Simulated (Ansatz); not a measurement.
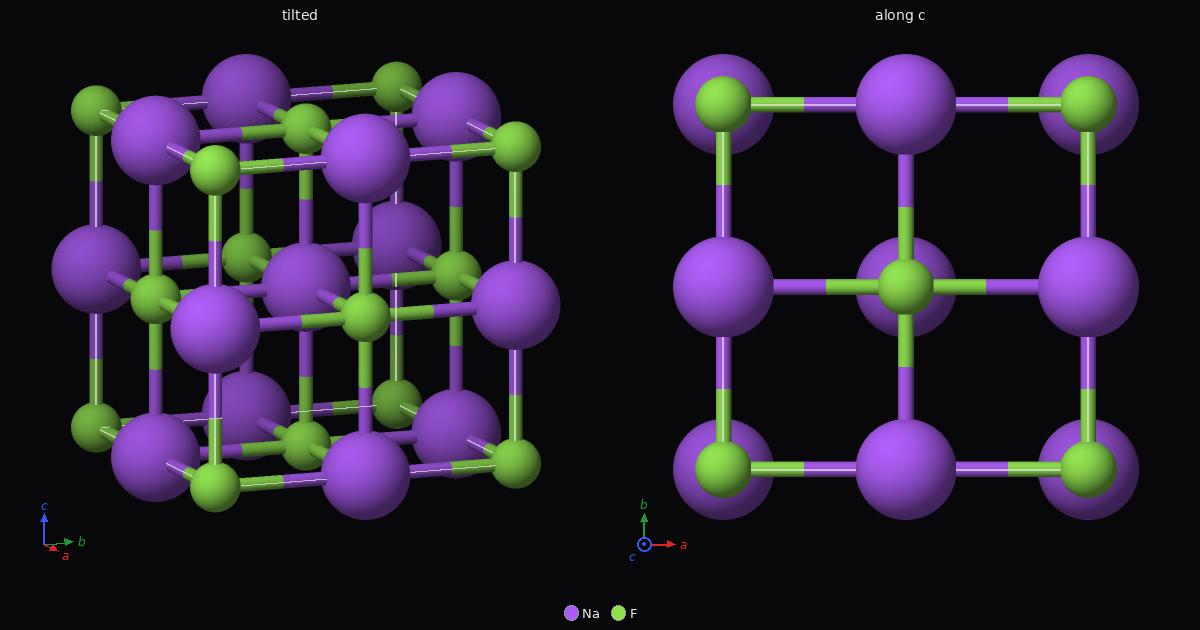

Ball-and-stick representation of a periodic structure, projected slightly off an axis and along the c axis. The conventional unit cell is outlined; an atom on or near a face, edge or corner is repeated at each equivalent position. Cell: a = 4.70 Å, b = 4.70 Å, c = 4.70 Å, α = 90.00°, β = 90.00°, γ = 90.00°.

The model was built from a structure type filled with these elements by a generator (whether the compound takes this form wasn't checked). Earlier steps of the study may have refined or changed the cell and positions. Ansatz was used for an electronic-structure calculation on it.

Question: Summary of the structure:

Answer: The stoichiometry is NaF. The space group is Fm-3m (No. 225); the lattice is face-centred cubic. Its structure type: rock salt (NaCl type). The cell holds 8 atoms (4 Na, 4 F), Z = 4. The Na atoms are each bonded to six F in an octahedral arrangement at about 2.4 Å. F is linked to six Na in an octahedral arrangement at about 2.4 Å. The bonds build a three-dimensional framework.

Electronic-structure method: DFT LDA, scalar-relativistic, plane waves, PAW in Ansatz. Parameters: a kinetic-energy cutoff of 420 eV, k-points about 0.29 Å⁻¹ apart, Gaussian smearing of 0.02 eV, no spin polarisation.

Question: Is the electronic structure metallic or gapped?

Answer: An insulator at this level, with a gap of 5.76 eV, direct.

Question: Give the Bader charge of each element.

Answer: Na +0.87 e; F -0.87 e.

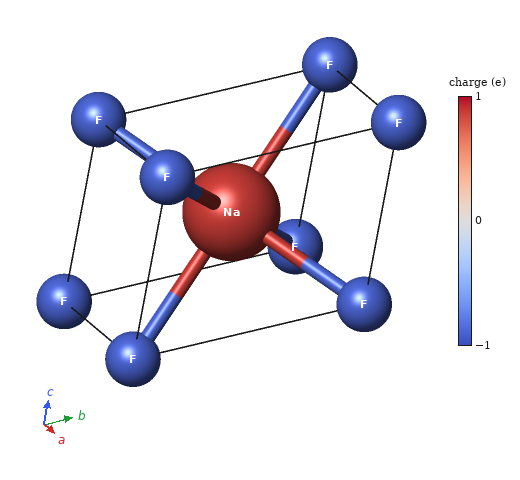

The atoms coloured by those charges. The run's cell of 2 atoms is drawn, so axes and origin can differ from the first picture.

Question: Is this the optimised geometry for these settings?

Answer: No. All forces vanish to within 0.01 eV/Å. The pressure is -5.8 GPa, so the cell would contract.
